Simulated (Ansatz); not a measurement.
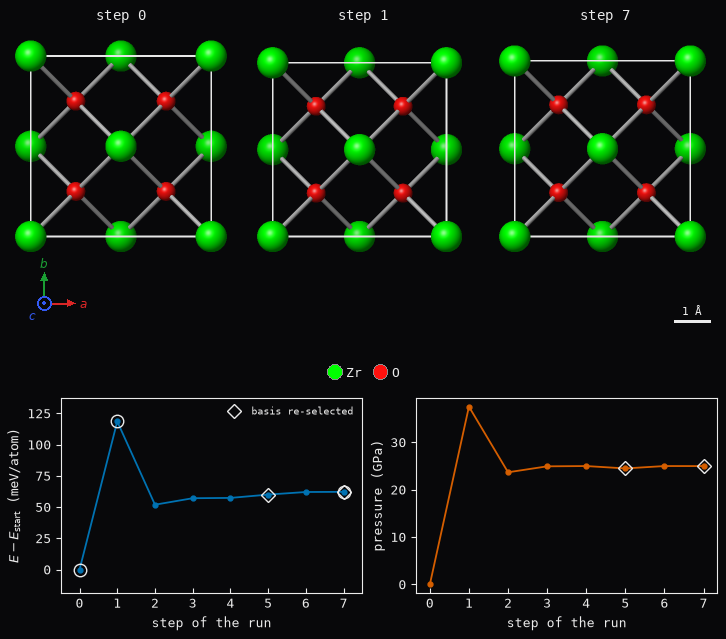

Frames of a relaxation of solid ZrO2 (set up in Fm-3m), marked on the history of the run. The picture is a ball-and-stick view of the conventional cell (4 times the calculation's cell), seen along the c axis. Lengths and directions refer to the drawn axes.

Case: relaxed at 25 GPa.

The calculation used DFT PBEsol, scalar-relativistic, plane waves, PAW in Ansatz.

Input
```yaml
crystal:
  lattice:
    - [0.0, 2.5320190116, 2.5320190116]
    - [2.5320190116, 0.0, 2.5320190116]
    - [2.5320190116, 2.5320190116, 0.0]
  atoms:
    - { symbol: Zr, position: [0.0, 0.0, 0.0] }
    - { symbol: O, position: [0.25, 0.25, 0.25] }
    - { symbol: O, position: [0.75, 0.75, 0.75] }
basis:
  ecutwfc: 420
kpoints:
  mp_grid: { grid: [8, 8, 8] }
hamiltonian:
  xc: pbesol
scf:
  occupations: { method: fixed }
output:
  forces: true
  stress: true
  eigenvalues: true
relax:
  adjacent_minimum: "off"
  f_tol: 0.001
  max_steps: 60
  cell: { stress_tol: 0.02, p_target: 25.0 }
```

Run as
```bash
ansatz run input.yaml --threads 1 --pin off --max-ram 3072MiB --backend cpu --events-out ev --progress --plain --runs-dir out
```

Q: What happens along the run?

A: The atoms keep their places relative to the cell (all moves are under 0.005 Å). The volume changes by −7.9 %, with a = b = c 5.064 → 4.927 Å (−2.7 %). Near-neighbour distances that change, for instance: Zr1–Zr1 3.581 → 3.484 Å, Zr1–O2 2.193 → 2.133 Å. The space group stays Fm-3m (No. 225). Over 5 accepted moves (7 points after the start) the energy rises by 62.3 meV per atom. With the target pressure of 25 GPa, the enthalpy E + pV changes by −71.5 meV per atom. All forces vanish by symmetry, so only the cell relaxes. Pressure: 0.00 GPa at the start and 24.99 GPa at the end. The SCF was repeated twice at an unchanged geometry on a basis and grid sized afresh for the cell, which shifted the energy by 2.7 meV per atom at most. Cost: 8.8 s on 1 thread of Arm Neoverse V1, with other jobs on the host, peak memory 0.29 GiB. From step 0 to 1: volume −10.8 %, energy +119 meV per atom. From step 1 to 7: volume +3.2 %, energy −56.3 meV per atom.

```tsv
step	E − E(0), meV/atom	pressure, GPa	volume, Å³/atom	note
0	0.00	0.00	10.822	
1	118.61	37.55	9.655	
2	51.97	23.68	10.016	
3	57.16	24.94	9.981	
4	57.41	25.00	9.979	
5	60.06	24.50	9.979	same geometry, new basis
6	62.14	25.00	9.965	
7	62.27	24.99	9.965	same geometry, new basis
```
